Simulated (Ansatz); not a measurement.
In15P16 (charge −1): geometry relaxation (part 2 of 3)

In15P16 (defect cell, 31 atoms in the cell, total charge −1); DFT PBE, scalar-relativistic, plane waves, PAW, spin-polarised (Ansatz 0.2.0); cutoff 420 eV, 2×2×2 k-mesh, Gaussian smearing of 0.02 eV, collinear spins. The structure derives from a Materials Project entry. It belongs to a series of runs on one base structure; here: In vacancy (site a), charge -1, atoms relaxed at the host's cell.

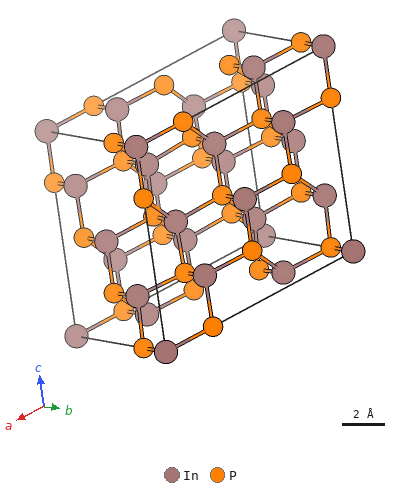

Figure 1. The geometry at step 3 of the log (ball-and-stick view of the cell of the calculation, seen at an oblique angle).

## What the program printed, continued
```
SCF iter   1: F=—  HF=-96056.116594 eV  |F-HF|=—  |Δ(HF+E_count)|=         —  Δρ=8.30e-4 (↑8.30e-4 ↓7.43e-4)  dr2=2.05e-2  dr2_m=6.61e-4  M=2.000 μB ∫|m|=2.095 μB  β_m=0.30  ethr=7.57e-6  ⟨swp⟩=3.0  Hψ=2086  notcnv=0  defer=104
preconditioner: auto → Resta (q_TF=auto, 2.263 Å⁻¹)  ε∞=3.7  [insulator: Δε(μ)=0.261 eV  Ē_g=12.933 eV  σ=0.020 eV  W_gap=0.83  n_scr=176 (ndim 8)  ℏωp=21.2 eV  f_vac=0.016  D(μ)=26.50/eV (n_scr^D=200)  ε∞_Penn≈3.7]
spin=Collinear: Resta preconditioning applied to the charge; magnetization (m = ρ↑ − ρ↓) channel mixes plain (no charge-response kernel on spin).
SCF iter   2: F=—  HF=-96056.114555 eV  |F-HF|=—  |Δ(HF+E_count)|=   2.04e-3  Δρ=6.17e-4 (↑6.17e-4 ↓5.64e-4)  dr2=9.72e-3  dr2_m=4.10e-4  M=2.000 μB ∫|m|=2.094 μB  β_m=0.65  ethr=7.44e-6  ⟨swp⟩=1.5  Hψ=580  notcnv=0  defer=104
SCF iter   3: F=—  HF=-96056.113399 eV  |F-HF|=—  |Δ(HF+E_count)|=   1.16e-3  Δρ=1.13e-4 (↑1.13e-4 ↓8.28e-5)  dr2=7.43e-4  dr2_m=1.85e-5  M=2.000 μB ∫|m|=2.092 μB  β_m=0.63  ethr=3.52e-6  ⟨swp⟩=2.0  Hψ=812  notcnv=0  defer=104
SCF iter   4: F=—  HF=-96056.113147 eV  |F-HF|=—  |Δ(HF+E_count)|=   2.52e-4  Δρ=3.98e-5 (↑3.30e-5 ↓3.98e-5)  dr2=3.62e-5  dr2_m=3.24e-6  M=2.000 μB ∫|m|=2.092 μB  β_m=0.82  ethr=2.69e-7  ⟨swp⟩=2.8  Hψ=989  notcnv=0  defer=104
SCF iter   5: F=—  HF=-96056.113178 eV  |F-HF|=—  |Δ(HF+E_count)|=   3.12e-5  Δρ=9.12e-6 (↑8.33e-6 ↓9.12e-6)  dr2=3.50e-6  dr2_m=1.10e-7  M=2.000 μB ∫|m|=2.092 μB  β_m=0.88  ethr=1.31e-8  ⟨swp⟩=3.2  Hψ=989  notcnv=0  defer=104
iter 6 did not close the SCF: its close was put off for a magnetic moment that had not settled (scf_convergence_deferred on its scf_iter line)
SCF iter   6: F=-96056.113182 eV  HF=-96056.113181 eV  |F-HF|=2.01e-7  |Δ(HF+E_count)|=   3.23e-6  Δρ=2.34e-6 (↑2.34e-6 ↓2.16e-6)  dr2=2.14e-7  dr2_m=3.79e-9  M=2.000 μB ∫|m|=2.092 μB  β_m=0.90  ethr=3.06e-10  ⟨swp⟩=19.8  Hψ=5939  notcnv=0
SCF iter   7: F=-96056.113182 eV  HF=-96056.113182 eV  |F-HF|=2.71e-8  |Δ(HF+E_count)|=   2.56e-7  Δρ=7.56e-7 (↑7.38e-7 ↓7.56e-7)  dr2=2.22e-8  dr2_m=8.46e-10  M=2.000 μB ∫|m|=2.092 μB  ethr=7.77e-11  ⟨swp⟩=7.2  Hψ=4055  notcnv=0
SCF 2 converged in 7 iterations: F = -96056.113182 eV  dr2 = 2.22e-8
  greatest PAW one-centre occupation: 0.982 electrons in one spin orbital (limit 2), on the In atom at site 7 (counted from 0), in its partial waves of l = 2
relax step   2: F+E_penalty+E_count = -96056.11318159 eV  Δ(F+E_penalty+E_count) = -1.733e-2 eV  max|allowed force component| = 2.893e-2 eV/Å  Δτ_max = 0.0520 Å  (7 SCF iters, dr2 threshold 8.44e-7 eV, accepted)
SCF iter   1: F=—  HF=-96056.115398 eV  |F-HF|=—  |Δ(HF+E_count)|=         —  Δρ=1.73e-4 (↑1.73e-4 ↓1.60e-4)  dr2=1.11e-3  dr2_m=1.85e-5  M=2.000 μB ∫|m|=2.094 μB  β_m=0.30  ethr=3.05e-6  ⟨swp⟩=3.0  Hψ=1526  notcnv=0  defer=104
preconditioner: auto → Resta (q_TF=auto, 2.263 Å⁻¹)  ε∞=3.7  [insulator: Δε(μ)=0.248 eV  Ē_g=12.930 eV  σ=0.020 eV  W_gap=0.83  n_scr=176 (ndim 8)  ℏωp=21.2 eV  f_vac=0.016  D(μ)=26.50/eV (n_scr^D=200)  ε∞_Penn≈3.7]
spin=Collinear: Resta preconditioning applied to the charge; magnetization (m = ρ↑ − ρ↓) channel mixes plain (no charge-response kernel on spin).
SCF iter   2: F=—  HF=-96056.115275 eV  |F-HF|=—  |Δ(HF+E_count)|=   1.23e-4  Δρ=1.28e-4 (↑1.28e-4 ↓1.22e-4)  dr2=4.72e-4  dr2_m=1.23e-5  M=2.000 μB ∫|m|=2.094 μB  β_m=0.62  ethr=4.02e-7  ⟨swp⟩=2.0  Hψ=794  notcnv=0  defer=104
SCF iter   3: F=—  HF=-96056.115206 eV  |F-HF|=—  |Δ(HF+E_count)|=   6.91e-5  Δρ=2.69e-5 (↑2.69e-5 ↓2.25e-5)  dr2=3.08e-5  dr2_m=9.86e-7  M=2.000 μB ∫|m|=2.095 μB  β_m=0.64  ethr=1.71e-7  ⟨swp⟩=2.0  Hψ=784  notcnv=0  defer=104
SCF iter   4: F=—  HF=-96056.114961 eV  |F-HF|=—  |Δ(HF+E_count)|=   2.45e-4  Δρ=7.68e-6 (↑6.33e-6 ↓7.68e-6)  dr2=1.50e-6  dr2_m=1.01e-7  M=2.000 μB ∫|m|=2.095 μB  β_m=0.77  ethr=1.11e-8  ⟨swp⟩=2.8  Hψ=1180  notcnv=0  defer=104
SCF iter   5: F=—  HF=-96056.114962 eV  |F-HF|=—  |Δ(HF+E_count)|=   1.23e-6  Δρ=2.32e-6 (↑2.25e-6 ↓2.32e-6)  dr2=1.77e-7  dr2_m=5.46e-9  M=2.000 μB ∫|m|=2.095 μB  β_m=0.88  ethr=5.42e-10  ⟨swp⟩=2.2  Hψ=830  notcnv=0  defer=104
SCF iter   6: F=-96056.114963 eV  HF=-96056.114963 eV  |F-HF|=8.02e-9  |Δ(HF+E_count)|=   2.22e-7  Δρ=5.38e-7 (↑5.38e-7 ↓5.24e-7)  dr2=1.03e-8  dr2_m=8.81e-11  M=2.000 μB ∫|m|=2.095 μB  ethr=3.62e-11  ⟨swp⟩=17.2  Hψ=4971  notcnv=0
SCF 3 converged in 6 iterations: F = -96056.114963 eV  dr2 = 1.03e-8
  greatest PAW one-centre occupation: 0.982 electrons in one spin orbital (limit 2), on the In atom at site 12 (counted from 0), in its partial waves of l = 2
relax step   3: F+E_penalty+E_count = -96056.11496257 eV  Δ(F+E_penalty+E_count) = -1.781e-3 eV  max|allowed force component| = 6.310e-3 eV/Å  Δτ_max = 0.0085 Å  (6 SCF iters, accepted)
SCF converged after 6 iterations
Magnetization: 2.0000 μB (139.0000 up, 137.0000 down)
Absolute magnetization: 2.0968 μB (∫|ρ↑−ρ↓|, with the PAW one-centre terms)
Spin contamination: 0.0089 ħ² per cell (⟨S²⟩ above its minimum at these occupations)
Per-site moments (μB) at R_I (Å): [(0.003521488885822201, 1.058011619912543), (0.003268421588345877, 1.0692654265806931), (0.0035214888858222976, 1.0580116199125429), (0.003521488885822271, 1.058011619912543), (0.0035214888858222156, 1.058011619912543), (0.003521488885822365, 1.0580116199125436), (0.003268421588345874, 1.0692654265806931), (0.0035214888858223986, 1.0580116199125433), (0.003521488885822343, 1.0580116199125438), (0.00326842158834584, 1.0692654265806931), (0.0035214888858223076, 1.0580116199125429), (0.003521488885822336, 1.0580116199125433), (0.003521488885822273, 1.0580116199125438), (0.003521488885822344, 1.058011619912543), (0.003521488885822201, 1.058011619912543), (0.20136646004583345, 1.0580116199125429), (0.0291486109955711, 1.0692654265806931), (0.029148610995571145, 1.0692654265806931), (0.20136646004583322, 1.0580116199125429), (0.029148610995571023, 1.0692654265806931), (0.20136646004583347, 1.058011619912543), (0.02914861099557118, 1.0692654265806931), (0.02914861099557113, 1.0692654265806931), (0.029148610995571186, 1.0692654265806931), (0.029148610995571086, 1.0692654265806931), (0.029148610995571114, 1.0692654265806931), (0.029148610995571048, 1.0692654265806931), (0.20136646004583353, 1.0580116199125433), (0.029148610995571214, 1.0692654265806931), (0.029148610995571082, 1.0692654265806931), (0.02914861099557111, 1.0692654265806931)]
Free energy (F): -96056.114963 eV
Harris-Foulkes:  -96056.114963 eV  (|F-HF|=8.02e-9)
Internal energy: -96056.109662 eV  (E = F + TS)
E sigma→0 (E₀):  -96056.112312 eV
Entropy (-TS):   -0.005300 eV (-0.171 meV/atom)
Fermi energy:    5.928761 eV
--- Per-component energies (eV) ---
  E_band       = -1027.400248
  E_kinetic    = 4750.520101
  E_local      = -22313.973492  (includes V_loc(G=0)·N_el)
  E_nonlocal   = 6054.947651
  E_hartree    = 8809.319290
  E_xc         = -4203.525897
  E_vxc        = -2448.897155  (∫ρ·V_xc dr)
  E_paw        = -71444.828676  (= ΣΔE_a)
  E_vpaw       = -4688.635606  (= ΣTr[D̂ρ^β])
  E_aug_tail   = 0.000428  (compensation charges beyond the density's cutoff)
  E_ewald      = -17708.569068
  E_smearing   = -0.005300  (= −TS)
  E_closure    = 0.000000  (closes the sum)
  E_deformation_potential = -11.935372  (in the stress; not in F)
  Σ components = -96056.114963   (vs F -96056.114963, Δ=0.00e0)
--- Forces (eV/Å), atoms counted from 1 ---
  atom   1  In    -0.00133207    -0.00313508     0.00313508
  atom   2  In     0.00000000    -0.00000000     0.00000000
  atom   3  In    -0.00313508     0.00313508    -0.00133207
  atom   4  In    -0.00133207     0.00313508    -0.00313508
  atom   5  In    -0.00313508    -0.00133207     0.00313508
  atom   6  In     0.00313508     0.00313508     0.00133207
  atom   7  In     0.00000000    -0.00000000    -0.00000000
  atom   8  In     0.00313508     0.00133207     0.00313508
  atom   9  In     0.00133207    -0.00313508    -0.00313508
  atom  10  In     0.00000000    -0.00000000     0.00000000
  atom  11  In     0.00313508    -0.00313508    -0.00133207
  atom  12  In     0.00133207     0.00313508     0.00313508
  atom  13  In    -0.00313508     0.00133207    -0.00313508
  atom  14  In    -0.00313508    -0.00313508     0.00133207
  atom  15  In     0.00313508    -0.00133207    -0.00313508
  atom  16  P     -0.00205831     0.00205831     0.00205831
  atom  17  P      0.00340837    -0.00631040     0.00340837
  atom  18  P     -0.00631040    -0.00340837    -0.00340837
  atom  19  P      0.00205831    -0.00205831     0.00205831
  atom  20  P      0.00340837     0.00340837    -0.00631040
  atom  21  P      0.00205831     0.00205831    -0.00205831
  atom  22  P      0.00631040     0.00340837    -0.00340837
  atom  23  P      0.00340837    -0.00340837     0.00631040
  atom  24  P      0.00631040    -0.00340837     0.00340837
  atom  25  P     -0.00631040     0.00340837     0.00340837
  atom  26  P      0.00340837     0.00631040    -0.00340837
  atom  27  P     -0.00340837     0.00340837     0.00631040
  atom  28  P     -0.00205831    -0.00205831    -0.00205831
  atom  29  P     -0.00340837    -0.00340837    -0.00631040
  atom  30  P     -0.00340837    -0.00631040    -0.00340837
  atom  31  P     -0.00340837     0.00631040     0.00340837
  max |Σ_I F_I| component: 4.34e-18 eV/Å
--- Charged-cell corrections in eV (Makov–Payne, q = -1.000 e, ε = 15.079) ---
  F (periodic)     = -96056.114963  (uncorrected; the corrections below are reported, never added to it)
  E_corr1          = +0.145776  (monopole, q²α_M/2εL)
  F Makov-Payne    = -96055.969186  (F + E_corr1; no measured alignment; for a localised charge, not one spread in a band: unchecked)
  no potential alignment in this run, which stands beside a crystal: run the host's input off ansatz write-host-input, and read the two finished runs by ansatz place-levels (neither reads a slab, a wire or a sheet, whose cell leaves a vacuum)
--- Band table (eV) ---
  k-point 0 ↑: bands = ["-8.3221", "-8.3221", "-8.3221", "-8.3205", "-8.3205", "-8.3194", "-8.3194", "-8.3194", "-8.3167", "-8.2794", "-8.2794", "-8.2794", "-8.2597", "-8.2356", "-8.2356", "-8.2356", "-8.1881", "-8.1881", "-8.1877", "-8.1877", "-8.1877", "-8.1721", "-8.1721", "-8.1721", "-8.1666", "-8.1570", "-8.1570", "-8.1570", "-8.1516", "-8.1516", "-8.1516", "-8.1489", "-8.1489", "-8.1408", "-8.1408", "-8.1408", "-8.1398", "-8.1398", "-8.1398", "-8.1279",
      "-8.1279", "-8.1258", "-8.1258", "-8.1258", "-8.1229", "-8.1174", "-8.1174", "-8.1174", "-8.1154", "-8.1154", "-8.1154", "-8.0806", "-8.0781", "-8.0781", "-8.0781", "-8.0744", "-8.0744", "-8.0719", "-8.0719", "-8.0719", "-8.0704", "-8.0704", "-8.0704", "-8.0529", "-8.0529", "-8.0529", "-8.0510", "-8.0510", "-8.0498", "-8.0498", "-8.0498", "-8.0483", "-8.0475", "-8.0475", "-8.0475", "-4.6399", "-4.6399", "-4.6399", "-4.4416", "-3.4964",
      "-3.4964", "-3.4964", "-3.4939", "-3.4939", "-3.4824", "-3.4824", "-3.4824", "-3.3554", "-3.3554", "-3.3554", "-3.1514", "0.7783", "0.7783", "0.7783", "0.8116", "0.8116", "0.8147", "0.8147", "0.8147", "0.8392", "0.8392", "0.8392", "2.0215", "2.5915", "2.5915", "2.5915", "3.1596", "3.3729", "3.3729", "3.3824", "3.3824", "3.3824", "3.4240", "3.4240", "3.4240", "3.5932", "3.5932", "3.5932", "4.2709", "4.2709",
      "4.2709", "4.3072", "4.3072", "4.3420", "4.3489", "4.3489", "4.3489", "4.3504", "4.7127", "4.7127", "4.7127", "5.3990", "5.3990", "5.3990", "5.4054", "5.4054", "5.6913", "5.6913", "5.6913", "7.5993", "7.5993", "7.5993", "7.8685", "8.3844", "8.3844", "8.4448", "8.4448", "8.4448", "8.4641", "8.4641", "8.4641", "8.6202", "8.6202", "8.6202", "9.1946", "10.0670", "10.0670", "10.0670", "10.1542", "10.1542",
      "10.1542", "10.2130", "10.2130", "10.2807", "10.2807", "10.2807", "10.6339", "10.6339", "10.6769", "10.6769"]
  k-point 1 ↑: bands = ["-8.3378", "-8.3378", "-8.3325", "-8.3179", "-8.3135", "-8.3135", "-8.3093", "-8.3003", "-8.3003", "-8.2856", "-8.2772", "-8.2667", "-8.2627", "-8.2567", "-8.2567", "-8.2207", "-8.1922", "-8.1922", "-8.1836", "-8.1832", "-8.1832", "-8.1831", "-8.1651", "-8.1626", "-8.1626", "-8.1619", "-8.1572", "-8.1544", "-8.1521", "-8.1521", "-8.1501", "-8.1485", "-8.1485", "-8.1485", "-8.1454", "-8.1454", "-8.1432", "-8.1411", "-8.1411", "-8.1400",
      "-8.1339", "-8.1315", "-8.1308", "-8.1230", "-8.1156", "-8.1156", "-8.1147", "-8.1126", "-8.1095", "-8.1079", "-8.1004", "-8.0924", "-8.0822", "-8.0787", "-8.0787", "-8.0749", "-8.0740", "-8.0740", "-8.0655", "-8.0633", "-8.0625", "-8.0599", "-8.0597", "-8.0597", "-8.0578", "-8.0569", "-8.0569", "-8.0560", "-8.0553", "-8.0553", "-8.0492", "-8.0486", "-8.0486", "-8.0447", "-8.0428", "-4.9910", "-4.2775", "-4.2473", "-4.2473", "-4.1338",
      "-3.7580", "-3.7523", "-3.7523", "-3.6706", "-3.4701", "-3.3190", "-3.2865", "-3.2865", "-3.1439", "-3.0567", "-3.0567", "0.4752", "0.5086", "0.7192", "0.7558", "0.7558", "0.7658", "0.8426", "0.8426", "0.8556", "1.0677", "1.6547", "2.1017", "2.1387", "2.1387", "2.9211", "2.9359", "2.9906", "2.9906", "3.3792", "3.4549", "3.5435", "3.5435", "3.6200", "3.9971", "3.9971", "4.0908", "4.1020", "4.1099", "4.1099",
      "4.1351", "4.1372", "4.1372", "4.1594", "4.1685", "4.3975", "4.3975", "4.5171", "4.8839", "4.8852", "4.9674", "4.9674", "4.9988", "5.0410", "5.2373", "5.2373", "5.2884", "5.6332", "5.6332", "7.8849", "8.0011", "8.1478", "8.1478", "8.2125", "8.2963", "8.5495", "8.7037", "8.7037", "8.8523", "8.9109", "8.9197", "8.9197", "8.9367", "9.1871", "9.2283", "9.2899", "9.2899", "9.4211", "9.4665", "9.5686",
      "9.6460", "9.6460", "10.3359", "10.5248", "10.5248", "10.5286", "10.5474", "10.6096", "10.6197", "10.6197"]
```
